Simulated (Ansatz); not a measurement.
MnF₂: single-point calculation (part 1 of 2)

MnF₂ (6 atoms in the cell), computed with DFT PBEsol+U, scalar-relativistic, plane waves, PAW, Ueff = 4 eV on Mn atom 1 d; Ueff = 4 eV on Mn atom 2 d, spin-polarised (Ansatz 0.2.0).

The structure derives from an entry of the Crystallography Open Database. It belongs to a series of runs on one base structure; here: random orbitals: harmonics, high filling. Figures and captions count atoms from 1; the log counts them from 0 in places.

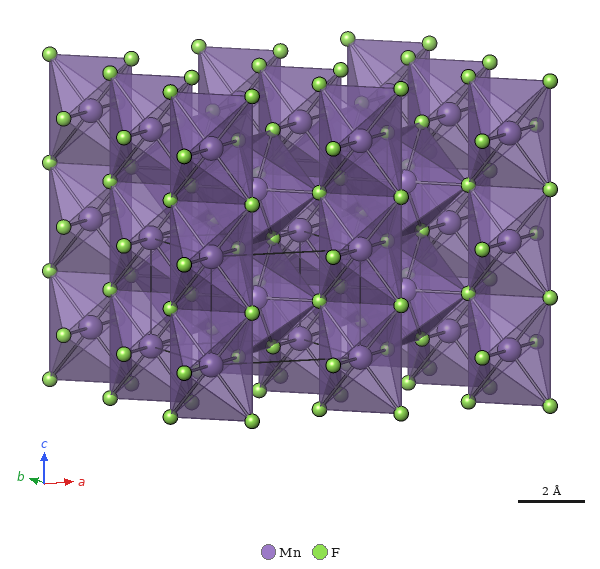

*The input geometry (polyhedral view of the cell of the calculation, repeated 2 × 2 × 2, seen slightly off an axis; polyhedra are completed across the faces of the cell).*

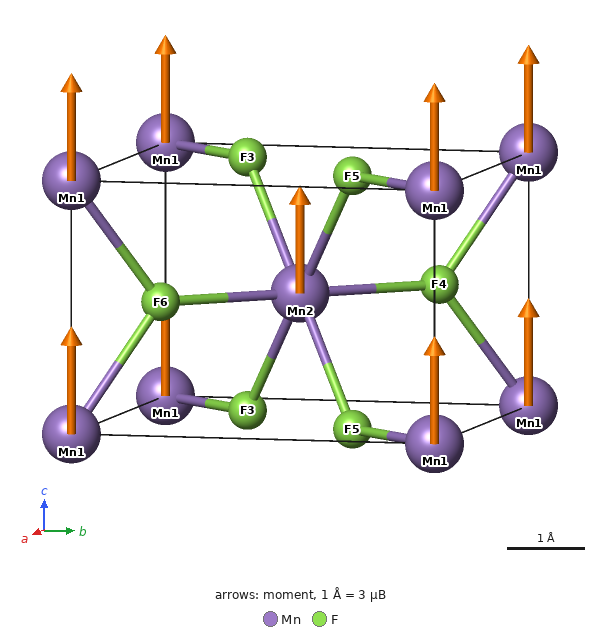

*Magnetic moments of the sites as orange arrows (ball-and-stick view of the cell of the calculation, seen slightly off an axis; atoms are numbered from 1 in the order of the input); small moments hardly show. The run is collinear, so the axis drawn is arbitrary.*

Site moments: Mn1, Mn2 (4.23 μB); all 4 F atoms (0.07 μB). They are counted near the atoms and needn't add up to the moment of the cell.

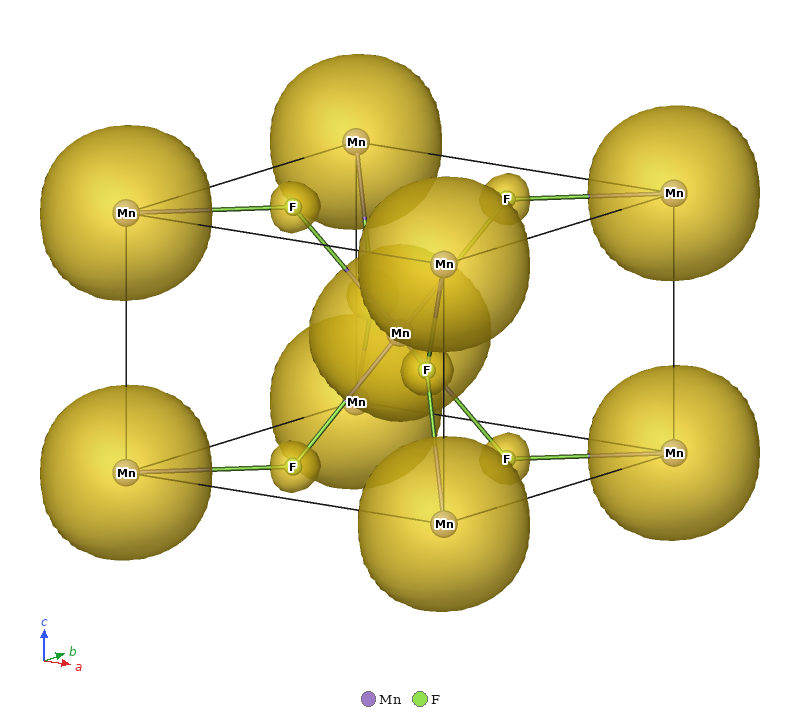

*Isosurface of the spin density (up minus down) at +0.1 e/Å³ (yellow), seen at an oblique angle. Sticks mark near contacts. The outline is the cell set on symmetry axes.*

The cell of the calculation (6 atoms) carries 10.0 μB net. Core electrons are frozen (PAW), so the fields are smoothed inside the atomic spheres.

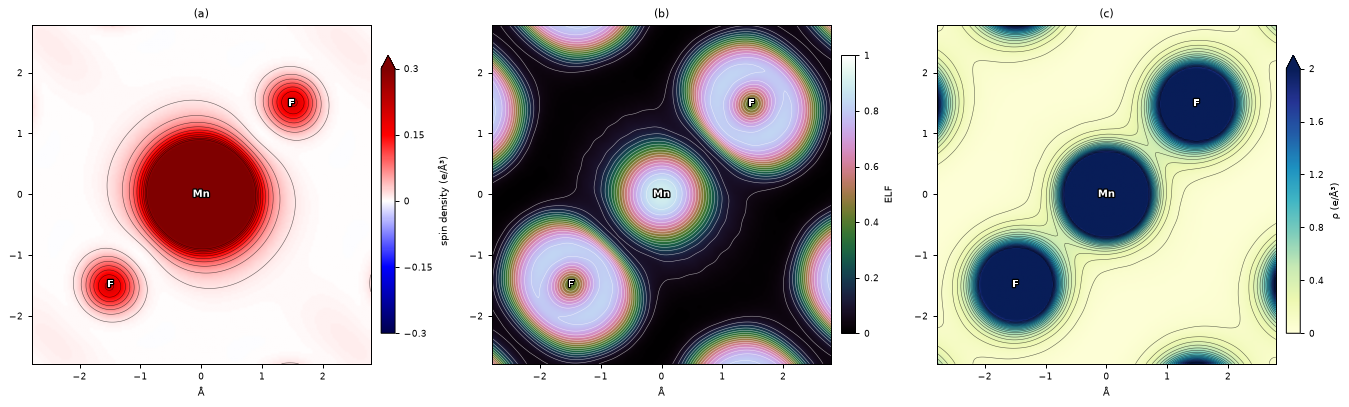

*(a) magnetisation density (up minus down); (b) electron localisation function; (c) valence pseudo-density on the (001) plane of the conventional cell.*

Atoms in the plane: Mn and F. Mn–F (2.10 Å): ρ at the midpoint is about 0.41 e/Å³; the ELF peaks at about 0.80 in the valence shell of F, 0.6 Å from its nucleus, and drops to about 0.10 between the two atoms. Away from the nuclei the density in this plane falls to 0.02 e/Å³ at its lowest. The strong features right at Mn lie inside the PAW spheres (semicore, d or f shells) and say nothing about bonding. The cell of the calculation (6 atoms) carries 10.0 μB net.

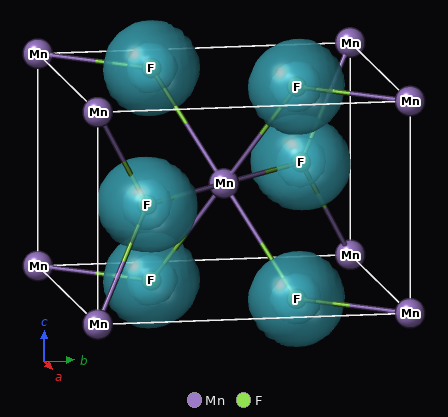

*Isosurface of the electron localisation function at 0.75 (cyan), seen slightly off an axis. Core shells and regions of very low density are left out. Sticks mark near contacts. The outline is the cell set on symmetry axes.*

Along the contacts the grid gives the following. Mn–F (2.10 Å): the ELF peaks at about 0.80 in the valence shell of F, 0.6 Å from its nucleus, and drops to about 0.10 between the two atoms.

The input that produced these results follows, with the program's output.

Input
```yaml
crystal:
  lattice:
    - [4.87339966, 0.0, 0.0]
    - [0.0, 4.87339966, 0.0]
    - [0.0, 0.0, 3.30989977]
  atoms:
    - { symbol: Mn, position: [0.0, 0.0, 0.0], spin: 5.0 }
    - { symbol: Mn, position: [0.5, 0.5, 0.5], spin: 5.0 }
    - { symbol: F, position: [0.305, 0.305, 0.0] }
    - { symbol: F, position: [0.195, 0.805, 0.5] }
    - { symbol: F, position: [0.695, 0.695, 0.0] }
    - { symbol: F, position: [0.805, 0.195, 0.5] }
basis:
  ecutwfc: 420
  ecutrho_ratio: 4
kpoints:
  mp_grid: { grid: [4, 4, 6] }
hamiltonian:
  xc: pbesol
  hubbard:
    sites:
      - { site: 0, l: d, u_eff: 4.0, starting_ns: [{ spin: up, occupation_matrix: s0up }, { spin: down, occupation_matrix: s0down }] }
      - { site: 1, l: d, u_eff: 4.0, starting_ns: [{ spin: up, occupation_matrix: s1up }, { spin: down, occupation_matrix: s1down }] }
    occupation_matrices:
      s0up:
        matrix:
          - [0.97, 0.0, 0.0, 0.0, 0.0]
          - [0.0, 0.97, 0.0, 0.0, 0.0]
          - [0.0, 0.0, 0.97, 0.0, 0.0]
          - [0.0, 0.0, 0.0, 0.97, 0.0]
          - [0.0, 0.0, 0.0, 0.0, 0.97]
      s0down:
        matrix:
          - [0.02, 0.0, 0.0, 0.0, 0.0]
          - [0.0, 0.02, 0.0, 0.0, 0.0]
          - [0.0, 0.0, 0.02, 0.0, 0.0]
          - [0.0, 0.0, 0.0, 0.02, 0.0]
          - [0.0, 0.0, 0.0, 0.0, 0.02]
      s1up:
        matrix:
          - [0.97, 0.0, 0.0, 0.0, 0.0]
          - [0.0, 0.97, 0.0, 0.0, 0.0]
          - [0.0, 0.0, 0.97, 0.0, 0.0]
          - [0.0, 0.0, 0.0, 0.97, 0.0]
          - [0.0, 0.0, 0.0, 0.0, 0.97]
      s1down:
        matrix:
          - [0.02, 0.0, 0.0, 0.0, 0.0]
          - [0.0, 0.02, 0.0, 0.0, 0.0]
          - [0.0, 0.0, 0.02, 0.0, 0.0]
          - [0.0, 0.0, 0.0, 0.02, 0.0]
          - [0.0, 0.0, 0.0, 0.0, 0.02]
    ns_hold: { iters: 12 }
scf:
  occupations: { method: gaussian, width: 0.05 }
  lower_state_search: "off"
  max_iter: 150
output:
  forces: true
  stress: true
  eigenvalues: true
  populations: true
  hubbard: { sites: [{ site: 0, l: d }, { site: 1, l: d }] }
  write_density: true
  write_potential: true
  elf: true
  volumetric_format: npy
magnetization:
  spin_polarized: true
```

Launch command:
```bash
ansatz run input.yaml --threads 4 --pin off --max-ram 6144MiB --backend cpu --events-out ev --progress --plain --runs-dir out
```

Log
```
Mn: projections on atomic orbitals take those of the free atom [Ne] 3s2 3p6 3d5 4s2, of charge +0.00 (hamiltonian.pseudopotentials.projection_atoms); the dataset's partial waves leave at most 9.0e-7 of an orbital's norm unspanned inside its sphere
F: projections on atomic orbitals take those of the free atom [He] 2s2 2p5, of charge +0.00 (hamiltonian.pseudopotentials.projection_atoms); the dataset's partial waves leave at most 1.6e-8 of an orbital's norm unspanned inside its sphere
Engine: ansatz 0.2.0, x86_64-unknown-linux-gnu
Pseudopotentials: kind: paw
Pseudopotential: Mn, paw, valence charge 15, recommended cutoff 420 eV (normal), Mn.paw.azcp
Pseudopotential: F, paw, valence charge 7, recommended cutoff 420 eV (normal), F.paw.azcp
Functional definition: PBEsol
  exchange = pbesol_x
  correlation = pbesol_c
Crystal: 6 atoms, lattice volume = 78.610 Å³
Basis set: ecut = 420 eV, 1519 PW (Γ), exchange–correlation on 72×72×48 points (8 copies of the dense FFT grid, shifted against one another)
Bands: 41, of which v1, the nominal top of the filled ones, is band 29 counted from 1 (28 counted from 0)
Symmetry: 16 space group operations
Space group: P42/mnm (ITA 136), of the structure as read, at distance tolerance 4.3e-5 Å
Magnetic group: BNS 136.495 (UNI 1155), of the structure as read, at distance tolerance 4.3e-5 Å
k-points: 24 of 96
Non-local potential: Mn, projectors of the file, l = 0: 3, l = 1: 2, l = 2: 3, l = 3: 1
Non-local potential: F, projectors of the file, l = 0: 2, l = 1: 2, l = 2: 1
PAW form: soft (Blöchl's): semilocal exchange-correlation on the pseudo side does not see the compensation charge
PAW frozen core: Mn, regenerated for the run's functional, and the local potential with it (the file was generated under x = pbe(κ = 0.804, μ = 0.2195149727645171), c = pbe(β = 0.06672455060314922))
PAW frozen core: F, regenerated for the run's functional, and the local potential with it (the file was generated under x = pbe(κ = 0.804, μ = 0.2195149727645171), c = pbe(β = 0.06672455060314922))
PAW one-centre angular grid: Mn, 590 points (default); XC on 64 Gauss nodes
PAW one-centre angular grid: F, 110 points (default); XC on 64 Gauss nodes
Initial density: superposition of atomic densities (chi_scale 0.1, normalization cell, long waves kept (reshape's long-wave potential 0.01 eV rms))
Starting moments: Σ|m| = 10 μB on 2 of 6 sites
Initial wavefunctions: pseudopotential atomic-orbital guess
Functional: x = pbesol(κ = 0.804, μ = 0.12345679012345678), c = pbesol(β = 0.046)
```
